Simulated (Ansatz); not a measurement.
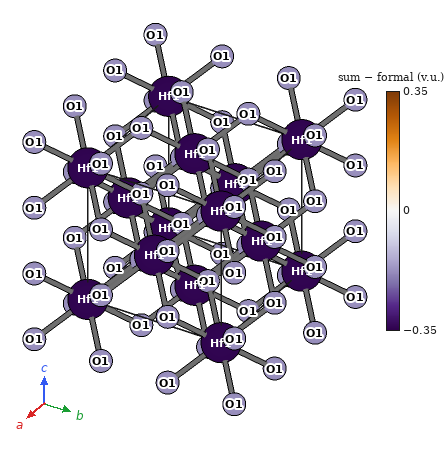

Atoms of HfO₂ in space group Fm-3m coloured by their computed bond-valence sum less the size of their formal valence (view from a free direction).

Bond valence s = exp((R0 − d)/b), R0 fitted to published crystal structures with b = 0.37 Å, summed over all anions within 5 Å; R0 in Å: Hf4+–O 1.921.

The cell is taken from a calculation's input that goes back to an entry of the Crystallography Open Database (an earlier step may have relaxed or displaced it).

```
CELL_PARAMETERS angstrom
5.11500 0.00000 0.00000
0.00000 5.11500 0.00000
0.00000 0.00000 5.11500
ATOMIC_POSITIONS crystal
Hf 0.00000 0.00000 0.00000
O 0.25000 0.75000 0.75000
O 0.25000 0.25000 0.75000
Hf 0.00000 0.50000 0.50000
O 0.25000 0.25000 0.25000
O 0.25000 0.75000 0.25000
Hf 0.50000 0.00000 0.50000
O 0.75000 0.75000 0.25000
O 0.75000 0.25000 0.25000
Hf 0.50000 0.50000 0.00000
O 0.75000 0.25000 0.75000
O 0.75000 0.75000 0.75000
```

Site labels: Hf1 at 0.000, 0.000, 0.000; O1 at 0.250, 0.750, 0.750.

Question: Which site departs most from its formal valence?

Answer: Hf1, whose sum is 3.66 against 4: by this sum it is underbonded.

Question: Give the sums of all sites.

Answer:
```json
{"site": "Hf1", "x, y, z": "0.000, 0.000, 0.000", "formal valence": "+4", "bond-valence sum": "3.66", "difference": "-0.34"}
{"site": "O1", "x, y, z": "0.250, 0.750, 0.750", "formal valence": "−2", "bond-valence sum": "1.83", "difference": "-0.17"}
```

Question: Is the structure strained by this measure?

Answer: The global instability index (root mean square of the differences over all atoms) is 0.24 v.u.: above 0.2, which by the usual rule of thumb marks a strained structure. The cell was not relaxed for this table, and a volume that is off by a few per cent shifts all sums together.
